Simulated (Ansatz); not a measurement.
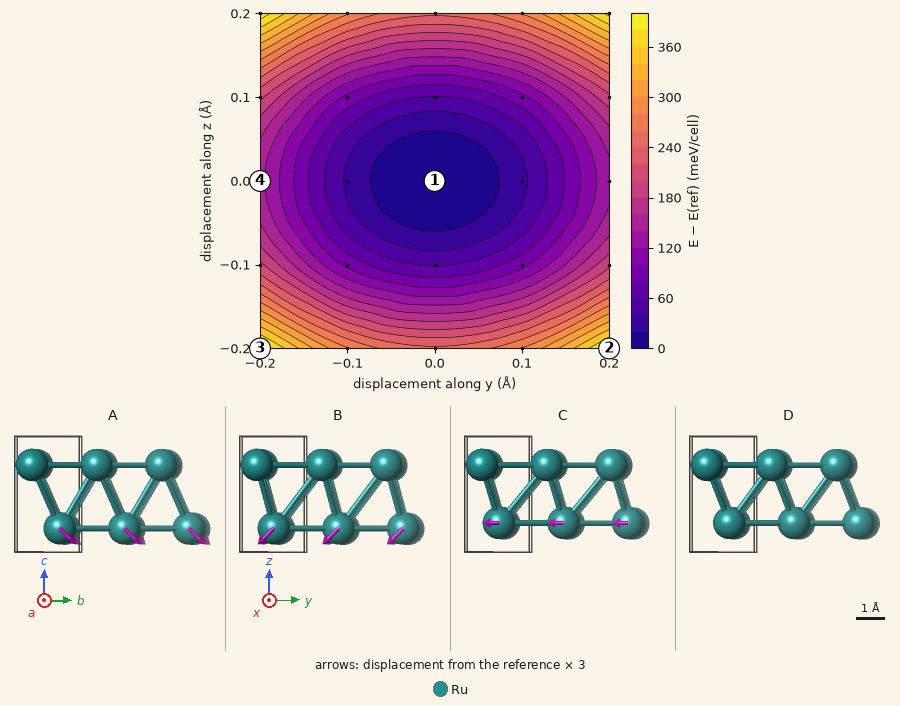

Crystalline Ru (P6_3/mmc): a Ru atom (one in each cell of 2 atoms) is moved over the plane of the Cartesian directions y and z, all else fixed. The map is interpolated between the computed points (dots). The frames are shuffled; each belongs to one numbered point. The picture is a ball-and-stick view of the cell of the calculation, repeated 3 × 3 × 1 with one cell outlined, seen nearly along the normal of the scanned plane. Purple arrows: displacements from the reference.

Computed with Ansatz, DFT PBEsol, scalar-relativistic, plane waves, PAW. (plane-wave cutoff 420 eV; k-point mesh 24 × 24 × 12; occupations gaussian; smearing width 0.15 eV; no spin polarisation). Energies (free energies at the smearing named) are counted from the cell as listed in its source, which wasn't relaxed.

### Which frame belongs to which numbered point?

Point 1 is frame D, at (0.00, 0.00) and 0 meV/cell; 2 is frame A, at (0.20, −0.20) and 386 meV/cell; 3 is frame B, at (−0.20, −0.20) and 393 meV/cell; 4 is frame C, at (−0.20, 0.00) and 146 meV/cell. In pairs of (displacement along y (Å); displacement along z (Å)): the lowest computed point lies at (0.00, 0.00) (0 meV/cell), the highest at (−0.20, −0.20), (−0.20, 0.20) (393 meV/cell).  Over the ranges scanned the energy rises more along the second axis, the displacement along z.
